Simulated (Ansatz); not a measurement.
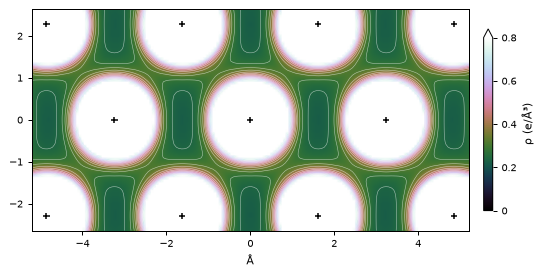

The valence pseudo-density on a plane through atoms (crosses mark nuclei in the plane).

All numbers below come from Ansatz 0.2.0, DFT PBEsol, scalar-relativistic, plane waves, PAW.

Candidates:
A. Nb, a = 3.24 Å, b = 3.24 Å, c = 3.24 Å, α = 90.00°, β = 90.00°, γ = 90.00°. Space group Im-3m; changed on purpose from its base cell (volume × 0.97); computed pressure about 6 GPa in this cell; computed without spin polarisation.
B. Li, a = 4.27 Å, b = 4.27 Å, c = 4.27 Å, α = 90.00°, β = 90.00°, γ = 90.00°. Space group Fm-3m; changed on purpose from its base cell (volume × 0.97); computed without spin polarisation.
C. Se, a = 3.44 Å, b = 3.44 Å, c = 3.44 Å, α = 90.00°, β = 90.00°, γ = 90.00°. Space group Im-3m; a structure from a database of computed crystals, not necessarily the ambient phase; changed on purpose from its base cell (volume × 1.06); computed pressure about −4 GPa in this cell.

### Which system is this?

Candidate A: Nb on the (011) plane of the conventional cell, which holds Nb. Nb–Nb (2.81 Å): ρ is about 0.31 e/Å³ halfway.
